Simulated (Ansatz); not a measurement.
The calculation's input:

```
crystal:
  lattice:
    - [3.9558315499, 0.0, 0.0]
    - [-1.977915775, 3.4258506153, 0.0]
    - [0.0, 0.0, 6.5356714585]
  atoms:
    - { symbol: Ge, position: [0.3333333333, 0.6666666667, 0.000392] }
    - { symbol: Ge, position: [0.6666666667, 0.3333333333, 0.500392] }
    - { symbol: Si, position: [0.3333333333, 0.6666666667, 0.374607] }
    - { symbol: Si, position: [0.6666666667, 0.3333333333, 0.874607] }
hamiltonian:
  xc: pbesol
  pseudopotentials: { kind: paw }
kpoints:
  mp_grid: { grid: [8, 8, 4] }
scf:
  occupations: { method: fermi_dirac, width: 0.05 }
output:
  forces: true
  stress: true
  eigenvalues: true
  write_density: true
  write_potential: true
  elf: true
  volumetric_format: npy
```

Command:

```sh
ansatz run input.yaml --threads 2 --pin off --max-ram 5632MiB --backend cpu --events-out ev --progress --plain --runs-dir out
```

Below, planes, directions and counts refer to the conventional cell (a = 3.96 Å, b = 3.96 Å, c = 6.54 Å, α = 90.00°, β = 90.00°, γ = 120.00°).

Space group P6₃mc; a structure from a database of computed crystals, not necessarily the ambient phase; computed pressure about −3 GPa in this cell.

Method: Kohn-Sham DFT of a periodic cell, PBEsol, Ansatz PAW in Ansatz.

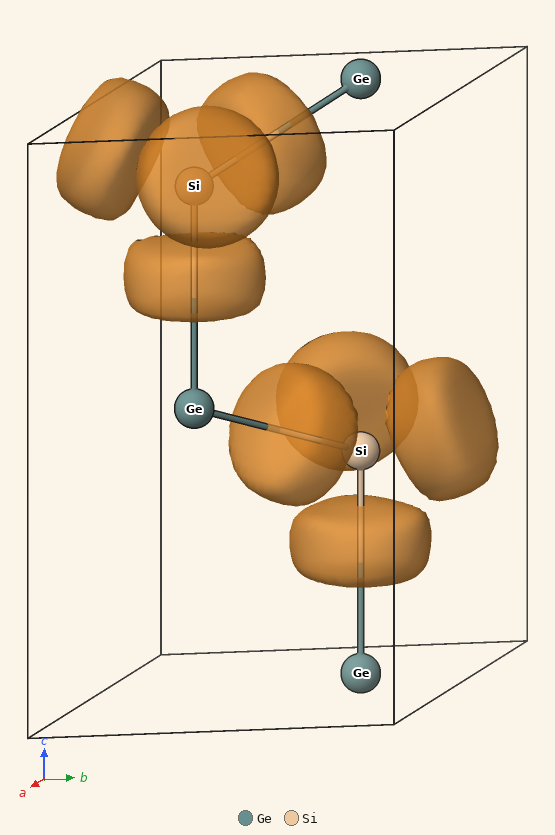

SiGe. Isosurface of the ELF at 0.7 (orange), seen slightly off an axis. Only the valence region is drawn (cores and ρ < 0.01 e/Å³ removed). Sticks mark near contacts.

### Identify the bonds, lone pairs and shells in this picture.

The surface consists of eight regions between bonded Ge–Si atoms (shared pairs), counted in one cell of 4 atoms. Any copies at cell faces, edges or corners count once.

Values along the shortest contacts:
Si–Ge (2.43 Å): the ELF peaks at about 0.90 between the atoms; a shared electron pair.

### Does the calculation give a band gap?

It is gapped, with a Kohn–Sham gap of 0.29 eV on the k-point mesh, an upper bound to the gap of this method.
